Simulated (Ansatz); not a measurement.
Input

```
crystal:
  lattice:
    - [3.6951872379, 0.0, 0.0]
    - [-1.8475936189, 3.2001260197, 0.0]
    - [0.0, 0.0, 6.1030356778]
  atoms:
    - { symbol: Na, position: [0.1464172299, 0.6666666667, 0.25] }
    - { symbol: Na, position: [0.8535827701, 0.3333333333, 0.75] }
basis:
  ecutwfc: 520.0
kpoints:
  mp_grid: { grid: [15, 15, 8] }
hamiltonian:
  xc: pbe
scf:
  occupations: { method: gaussian, width: 0.15 }
output:
  forces: true
  stress: true
  eigenvalues: true
  write_density: true
  write_potential: true
  elf: true
  volumetric_format: npy
```

Command:

```sh
ansatz run input.yaml --threads 1 --pin off --max-ram 2048MiB --backend cpu --events-out ev --progress --plain --runs-dir out
```

Below, planes, directions and counts refer to the conventional cell (a = 3.70 Å, b = 6.10 Å, c = 3.70 Å, α = 90.00°, β = 120.00°, γ = 90.00°).

Space group P2₁/m; changed on purpose from its base cell (mode 4 frozen in at -0.700 Å, equal normal strain along x and y -0.0133).

All numbers below come from Ansatz, DFT PBE, scalar-relativistic, plane waves, PAW.

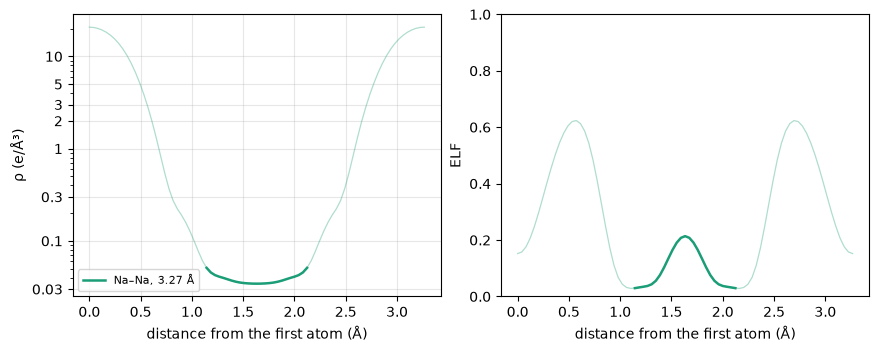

Na. Valence electron density and ELF along straight lines between neighbouring atoms. Thin, pale parts lie inside the atomic spheres.

In a PAW calculation such maps are meaningful between the atoms, not at the nuclei.

What can be read from the curves?

Answer. Na–Na (3.27 Å): ρ is about 0.03 e/Å³ halfway; the ELF is about 0.20 at the midpoint: no localised pair shows between them.
